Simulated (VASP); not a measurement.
# Nb: surface energy and work function by face, part 2 of 6

Aim: compare the low-index faces of Nb at one level of theory.

VASP 6.6.1; PBE; plane waves and PAW (Nb_pv).

So far. Step 3 (The bulk reference, job self-consistent run, k-mesh …): The run ends at a pressure of -0.38 GPa.

## Step 4: Relaxing the slab, 7 atoms, face Nb(110)

System of this step: Nb(110). The cell holds 7 atoms: 7 Nb. Its edges and angles: a = 3.321 Å, b = 2.876 Å, c = 29.089 Å, α = 90.0°, β = 90.0°, γ = 54.7°. It derives from Nb. 7 layers of bcc Nb, cut at this functional's lattice. Vacuum lies along c.

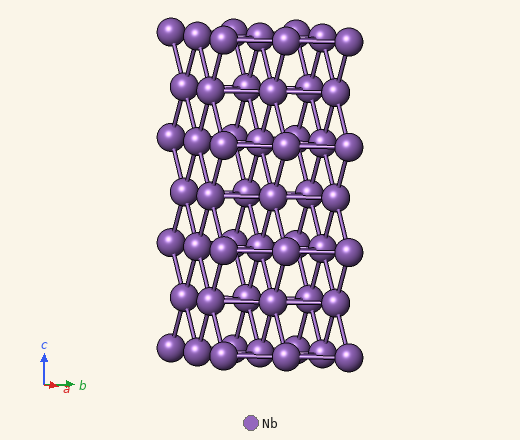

The cell of this step (niobium purple). 2×2×1 cells are drawn. Some periodic images of atoms are drawn too.

All atoms relax at the fixed cell.

Contents of INCAR:

```
SYSTEM = Nb
PREC = Normal
ENCUT = 320
EDIFF = 1E-05
NELM = 120
ISMEAR = 1
SIGMA = 0.15
LREAL = .FALSE.
ALGO = Fast
GGA = PE
NBANDS = 47
LASPH = .TRUE.
LORBIT = 11
LWAVE = .FALSE.
LCHARG = .FALSE.
KPAR = 4
IBRION = 2
NSW = 40
ISIF = 2
EDIFFG = -0.03
POTIM = 0.4
MAXMIX = 40
```

Contents of POSCAR:

```
Nb
1.0
    3.3208006326      0.0000000000      0.0000000000
    1.6604003163      2.3481606463      0.0000000000
    0.0000000000      0.0000000000     29.0889638777
Nb
7
Direct
    0.0000000000      0.0000000000      0.2578297400
    0.5000000000      0.0000000000      0.3385531600
    0.0000000000      0.0000000000      0.4192765800
    0.5000000000      0.0000000000      0.5000000000
    0.0000000000      0.0000000000      0.5807234200
    0.5000000000      0.0000000000      0.6614468400
    0.0000000000      0.0000000000      0.7421702600
```

Contents of KPOINTS:

```
Automatic mesh
0
Gamma
13 13 1
0 0 0
```

The projector-augmented-wave data sets are Nb_pv (PBE family, release 64).

The run is started by

```console
$ mpirun -np 4 vasp_std
```

The log of the run:

```text
[banner, memory and clock lines left out]
running    4 mpi-ranks, on    1 nodes
 distrk:  each k-point on    1 cores,    4 groups
 distr:  one band on    1 cores,    1 groups

 POSCAR found type information on POSCAR Nb
 POSCAR found :  1 types and       7 ions
 LDA part: xc-table for (Slater+PW92), standard interpolation
 POSCAR, INCAR and KPOINTS ok, starting setup
 FFT: planning ... GRIDC
 FFT: planning ... GRID_SOFT
 FFT: planning ... GRID
 WAVECAR not read
 entering main loop
       N       E                     dE             d eps       ncg     rms          rms(c)
DAV:   1     0.766493118253E+03    0.76649E+03   -0.32744E+04  5806   0.115E+03
DAV:   2    -0.134384222882E+02   -0.77993E+03   -0.76070E+03  4943   0.642E+02
DAV:   3    -0.702846934105E+02   -0.56846E+02   -0.52983E+02  7476   0.137E+02
DAV:   4    -0.746789536110E+02   -0.43943E+01   -0.40904E+01  7124   0.376E+01
DAV:   5    -0.749715467040E+02   -0.29259E+00   -0.28196E+00  7716   0.792E+00    0.443E+01
RMM:   6    -0.122413451181E+03   -0.47442E+02   -0.12916E+02  6128   0.469E+01    0.260E+01
RMM:   7    -0.114099355467E+03    0.83141E+01   -0.10340E+02  6020   0.618E+01    0.236E+01
RMM:   8    -0.763288340632E+02    0.37771E+02   -0.90351E+00  5001   0.270E+01    0.131E+01
RMM:   9    -0.701254815688E+02    0.62034E+01   -0.44447E+00  5483   0.121E+01    0.962E+00
RMM:  10    -0.709597784642E+02   -0.83430E+00   -0.21023E+00  6009   0.650E+00    0.854E+00
RMM:  11    -0.705745808299E+02    0.38520E+00   -0.65044E-01  6626   0.283E+00    0.804E+00
RMM:  12    -0.699096522837E+02    0.66493E+00   -0.33601E-01  6188   0.199E+00    0.682E+00
RMM:  13    -0.687120321757E+02    0.11976E+01   -0.20979E+00  6746   0.499E+00    0.282E+00
RMM:  14    -0.686035905068E+02    0.10844E+00   -0.57096E-01  6497   0.277E+00    0.200E+00
RMM:  15    -0.686148512598E+02   -0.11261E-01   -0.26291E-01  7043   0.121E+00    0.175E+00
RMM:  16    -0.687037360532E+02   -0.88885E-01   -0.77009E-02  6112   0.101E+00    0.207E+00
RMM:  17    -0.686412132587E+02    0.62523E-01   -0.70463E-02  6160   0.707E-01    0.162E+00
RMM:  18    -0.685896305911E+02    0.51583E-01   -0.67642E-02  6296   0.911E-01    0.103E+00
RMM:  19    -0.685664470947E+02    0.23183E-01   -0.22046E-01  6598   0.140E+00    0.377E-01
RMM:  20    -0.685690709952E+02   -0.26239E-02   -0.57514E-02  7177   0.723E-01    0.220E-01
RMM:  21    -0.685699696277E+02   -0.89863E-03   -0.24935E-02  6193   0.429E-01    0.787E-02
RMM:  22    -0.685710745584E+02   -0.11049E-02   -0.12715E-02  6491   0.229E-01    0.684E-02
RMM:  23    -0.685716762499E+02   -0.60169E-03   -0.75561E-03  5555   0.153E-01    0.726E-02
RMM:  24    -0.685719926764E+02   -0.31643E-03   -0.39743E-03  5080   0.104E-01    0.446E-02
RMM:  25    -0.685722159955E+02   -0.22332E-03   -0.26632E-03  5222   0.106E-01    0.242E-02
RMM:  26    -0.685723951025E+02   -0.17911E-03   -0.16341E-03  4846   0.623E-02    0.174E-02
RMM:  27    -0.685725370216E+02   -0.14192E-03   -0.12763E-03  4233   0.492E-02    0.123E-02
RMM:  28    -0.685726321199E+02   -0.95098E-04   -0.85434E-04  3957   0.377E-02    0.819E-03
RMM:  29    -0.685727189521E+02   -0.86832E-04   -0.71348E-04  3770   0.284E-02    0.680E-03
RMM:  30    -0.685727744807E+02   -0.55529E-04   -0.42857E-04  3553   0.258E-02    0.376E-03
RMM:  31    -0.685728200388E+02   -0.45558E-04   -0.38408E-04  3132   0.206E-02    0.241E-03
RMM:  32    -0.685728493822E+02   -0.29343E-04   -0.23567E-04  3074   0.196E-02    0.307E-03
RMM:  33    -0.685728772988E+02   -0.27917E-04   -0.22289E-04  2354   0.172E-02    0.323E-03
RMM:  34    -0.685728933722E+02   -0.16073E-04   -0.13963E-04  2179   0.149E-02    0.117E-03
RMM:  35    -0.685729080177E+02   -0.14646E-04   -0.13397E-04  2123   0.129E-02    0.188E-03
RMM:  36    -0.685729168888E+02   -0.88712E-05   -0.84914E-05  1963   0.116E-02
   1 F= -.68572917E+02 E0= -.68573207E+02  d E =-.685729E+02
 curvature:   0.00 expect dE= 0.000E+00 dE for cont linesearch  0.000E+00
 trial: gam= 0.00000 g(F)=  0.197E-01 g(S)=  0.000E+00 ort = 0.000E+00 (trialstep = 0.100E+01)
 search vector abs. value=  0.197E-01
 bond charge predicted
       N       E                     dE             d eps       ncg     rms          rms(c)
DAV:   1    -0.685473223101E+02    0.25586E-01   -0.29879E+00  6460   0.164E+01    0.613E-01
RMM:   2    -0.685953447497E+02   -0.48022E-01   -0.39579E-01  6475   0.400E+00    0.761E-01
RMM:   3    -0.685984872901E+02   -0.31425E-02   -0.96645E-02  6276   0.228E+00    0.547E-01
RMM:   4    -0.685906483775E+02    0.78389E-02   -0.12107E-02  5993   0.789E-01    0.282E-01
RMM:   5    -0.685916731613E+02   -0.10248E-02   -0.64201E-03  6883   0.359E-01    0.272E-01
RMM:   6    -0.685897217795E+02    0.19514E-02   -0.30123E-03  5744   0.384E-01    0.158E-01
RMM:   7    -0.685898260740E+02   -0.10429E-03   -0.11259E-03  6501   0.135E-01    0.161E-01
RMM:   8    -0.685896387761E+02    0.18730E-03   -0.56034E-04  5749   0.159E-01    0.125E-01
RMM:   9    -0.685897174560E+02   -0.78680E-04   -0.61492E-04  5796   0.744E-02    0.126E-01
RMM:  10    -0.685896973691E+02    0.20087E-04   -0.13273E-04  4486   0.471E-02    0.113E-01
RMM:  11    -0.685896913726E+02    0.59964E-05   -0.95073E-05  3680   0.404E-02
   2 F= -.68589691E+02 E0= -.68589573E+02  d E =-.167745E-01
[...]
3 F= -.68602413E+02 E0= -.68601560E+02  d E =-.294963E-01
[...]
4 F= -.68603641E+02 E0= -.68602401E+02  d E =-.307241E-01
[...]
5 F= -.68603661E+02 E0= -.68602473E+02  d E =-.307445E-01
[...]
6 F= -.68605073E+02 E0= -.68604012E+02  d E =-.141178E-02
[...]
7 F= -.68606388E+02 E0= -.68605548E+02  d E =-.272670E-02
 curvature:  -2.06 expect dE=-0.382E-03 dE for cont linesearch -0.556E-06
 trial: gam= 0.13330 g(F)=  0.185E-03 g(S)=  0.000E+00 ort = 0.182E-04 (trialstep = 0.192E+01)
 search vector abs. value=  0.212E-03
 bond charge predicted
       N       E                     dE             d eps       ncg     rms          rms(c)
DAV:   1    -0.686053794666E+02    0.10100E-02   -0.10961E-01  6202   0.326E+00    0.173E-01
RMM:   2    -0.686062137829E+02   -0.83432E-03   -0.12711E-02  6114   0.755E-01    0.114E-01
RMM:   3    -0.686065184031E+02   -0.30462E-03   -0.34694E-03  6661   0.392E-01    0.988E-02
RMM:   4    -0.686065026534E+02    0.15750E-04   -0.22067E-04  5413   0.151E-01    0.103E-01
RMM:   5    -0.686065620223E+02   -0.59369E-04   -0.11872E-04  5051   0.695E-02    0.904E-02
RMM:   6    -0.686065731551E+02   -0.11133E-04   -0.28222E-04  5855   0.112E-01    0.411E-02
RMM:   7    -0.686065818088E+02   -0.86537E-05   -0.70797E-05  4184   0.465E-02
   8 F= -.68606582E+02 E0= -.68605755E+02  d E =-.193681E-03
 ZBRENT: can't locate minimum, use default step
 trial-energy change:   -0.000194  1 .order   -0.000333   -0.000360   -0.000306
 step:   7.6666(harm= 12.6918)  dis= 0.01103  next Energy=   -68.607580 (dE=-0.119E-02)
 reached required accuracy - stopping structural energy minimisation
```

Wall time 6.5 min (4 MPI ranks of Intel Xeon Platinum 8488C (Sapphire Rapids), shared host); peak memory 1.2 GiB.

Parts of OUTCAR (step 4):

```text
  LATTYP: Found a base centered orthorhombic cell.
 ALAT       =     3.3208006326
 B/A-ratio  =     1.4142135624
 C/A-ratio  =     8.7596236860

 Subroutine GETGRP returns: Found  8 space group operations
 (whereof  8 operations were pure point group operations)

The static configuration has the point symmetry D_2h.

 Found     49 irreducible k-points:

   k-points           NKPTS =     49   k-points in BZ     NKDIM =     49   number of bands    NBANDS=     47

   dimension x,y,z NGX =    16 NGY =   14 NGZ =  128
   dimension x,y,z NGXF=    32 NGYF=   28 NGZF=  256

   ENCUT  =  320.0 eV  23.52 Ry    4.85 a.u.   4.84  4.19 42.43*2*pi/ulx,y,z

   NELECT =      77.0000    total number of electrons

 E-fermi :   0.9171

 k-point     1 :       0.0000    0.0000    0.0000
  band No.  band energies     occupation
    ...
     32       0.0852      2.00000
     33       0.5125      2.00092
     34       0.5249      2.00137
     35       0.5551      2.00338
     36       0.8943      1.25378
     37       1.0062      0.16580
     38       1.0524     -0.02354
     39       1.1516     -0.04954
     40       1.2031     -0.02137
     41       1.3870     -0.00009
    ...

 k-point     2 :       0.0769   -0.0000    0.0000
  band No.  band energies     occupation
    ...
     33       0.4190      2.00003
     34       0.4536      2.00011
     35       0.5462      2.00261
     36       0.8257      1.84820
     37       0.8622      1.57572
     38       1.0010      0.19834
     39       1.0804     -0.06405
     40       1.2659     -0.00487
     41       1.2998     -0.00184
     42       1.4452     -0.00001
    ...

  Total       -2.9579408     -3.9808337     -1.1074269      0.0000000      0.0000000      0.0000000
  in kB      -20.8930192    -28.1180864     -7.8221620      0.0000000      0.0000000      0.0000000
  external PRESSURE =     -18.9444225 kB  Pullay stress =       0.0000000 kB

  energy-cutoff  :      320.00
  volume of cell :      226.83
      direct lattice vectors                 reciprocal lattice vectors
     3.320800633  0.000000000  0.000000000     0.301132200 -0.212932621  0.000000000
     1.660400316  2.348160646  0.000000000     0.000000000  0.425865241  0.000000000
     0.000000000  0.000000000 29.088963878     0.000000000  0.000000000  0.034377299

 POSITION                                       TOTAL-FORCE (eV/Angst)
 -----------------------------------------------------------------------------------
      1.66040      2.34816      7.55753         0.000000      0.000000      0.018886
      1.66040      0.00000      9.81905         0.000000      0.000000      0.025941
      3.32080      0.00000     12.18346         0.000000     -0.000000      0.024362
      1.66040      0.00000     14.54448         0.000000      0.000000      0.000000
      1.66040      2.34816     16.90550         0.000000      0.000000     -0.024362
      3.32080      2.34816     19.26992        -0.000000      0.000000     -0.025941
      0.00000      0.00000     21.53143         0.000000      0.000000     -0.018886
 -----------------------------------------------------------------------------------
    total drift:                                0.000000      0.000000     -0.000000

  FREE ENERGIE OF THE ION-ELECTRON SYSTEM (eV)
  ---------------------------------------------------
  free  energy   TOTEN  =       -68.6065818088 eV

  energy  without entropy=      -68.6041028393  energy(sigma->0) =      -68.60575549

 total charge
# of ion       s       p       d       tot
------------------------------------------
    1        0.411   6.186   3.087   9.684
    2        0.425   6.311   3.087   9.823
    3        0.416   6.294   3.073   9.783
    4        0.418   6.284   3.091   9.794
    5        0.416   6.294   3.073   9.783
    6        0.425   6.311   3.087   9.823
    7        0.411   6.186   3.087   9.684
--------------------------------------------------
tot          2.922  43.865  21.586  68.373

[... 1 part as in an earlier step ...]

[... 7 further parts left out ...]
```

CONTCAR:

```
Nb
   1.00000000000000
     3.3208006326000001    0.0000000000000000    0.0000000000000000
     1.6604003163000001    2.3481606463000002    0.0000000000000000
     0.0000000000000000    0.0000000000000000   29.0889638776999995
  Nb
     7
Direct
     0.0000000000000000    1.0000000000000000    0.2598075423912652
     0.5000000000000000    0.0000000000000000    0.3375522639582382
     1.0000000000000000    0.0000000000000000    0.4188345953039356
     0.5000000000000000    0.0000000000000000    0.5000000000000000
     0.0000000000000000    1.0000000000000000    0.5811654046960644
     0.5000000000000000    1.0000000000000000    0.6624477360417619
     0.0000000000000000    0.0000000000000000    0.7401924576087346
```

The run keeps the 8 symmetry operations of its start, so it cannot find a distortion of lower symmetry.

Step by step:

| step | energy less that of the first step (eV) | largest force (eV/Å) |
| --- | --- | --- |
| 1 | 0.0000 | 0.3711 |
| 2 | -0.0168 | 0.2783 |
| 3 | -0.0295 | 0.1302 |
| 4 | -0.0307 | 0.0844 |
| 5 | -0.0307 | 0.0822 |
| 6 | -0.0322 | 0.0530 |
| 7 | -0.0335 | 0.0334 |
| 8 | -0.0337 | 0.0259 |

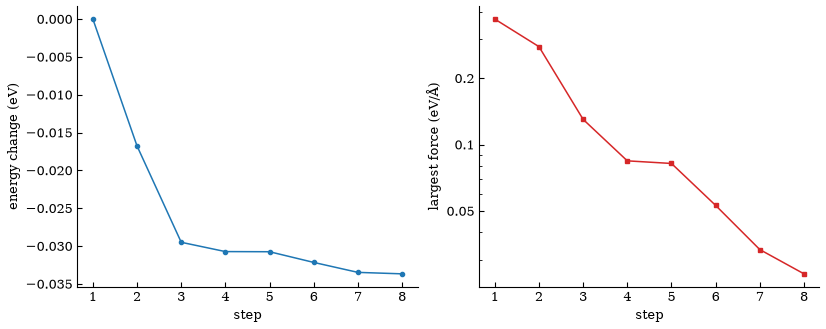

Energy and largest force along the relaxation.

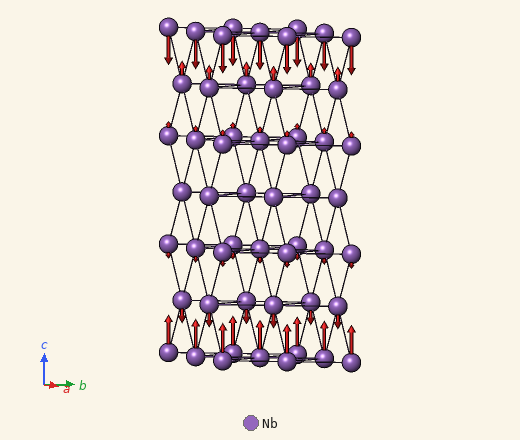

Displacements in the relaxation, exaggerated; the longest in the cell stands for 0.06 Å. 2×2×1 cells are drawn. Some periodic images of atoms are drawn too.

The atoms that moved most (Å):

```
atom     dx     dy      dz  length
 Nb1  0.000  0.000   0.058   0.058
 Nb7  0.000  0.000  -0.058   0.058
 Nb2  0.000  0.000  -0.029   0.029
 Nb6  0.000  0.000   0.029   0.029
 Nb5  0.000  0.000   0.013   0.013
 Nb3  0.000  0.000  -0.013   0.013
```

The relaxed structure:

```cif
data_structure
_symmetry_space_group_name_H-M 'P 1'
_symmetry_Int_Tables_number 1
_cell_length_a 3.3208
_cell_length_b 2.8759
_cell_length_c 29.0890
_cell_angle_alpha 90.000
_cell_angle_beta 90.000
_cell_angle_gamma 54.736
_cell_volume 226.83
loop_
_atom_site_label
_atom_site_type_symbol
_atom_site_fract_x
_atom_site_fract_y
_atom_site_fract_z
_atom_site_occupancy
Nb1 Nb 0.00000 0.00000 0.25981 1
Nb2 Nb 0.50000 0.00000 0.33755 1
Nb3 Nb 0.00000 0.00000 0.41883 1
Nb4 Nb 0.50000 0.00000 0.50000 1
Nb5 Nb 0.00000 0.00000 0.58117 1
Nb6 Nb 0.50000 0.00000 0.66245 1
Nb7 Nb 0.00000 0.00000 0.74019 1
```

This step gave:

```yaml
electronic_cycles: 97
electrons: 77
free_energy_toten: -68.6066 eV
energy_at_zero_smearing: -68.6058 eV
fermi_energy: 0.9171 eV
```

The run ended after 8 ionic steps, 0.034 eV below its first step, once the forces on the free atoms met EDIFFG = -0.03.

(Continued in part 3 of 6.)

[Lines on the potential files, build, host, timing and source positions are cut from VASP's logs without a mark.]

[Logs are printed without paths, hosts, clocks, repeated set-up lines and the standing remarks that a program may print on its own settings, such as how far it seeks lower states.]

[Hosts, paths, dates, database ids (printed as entryN), source tags and the programs' standing remarks are cut or masked in the printed files.]

[Runs that stopped without an error message from VASP are left out.]
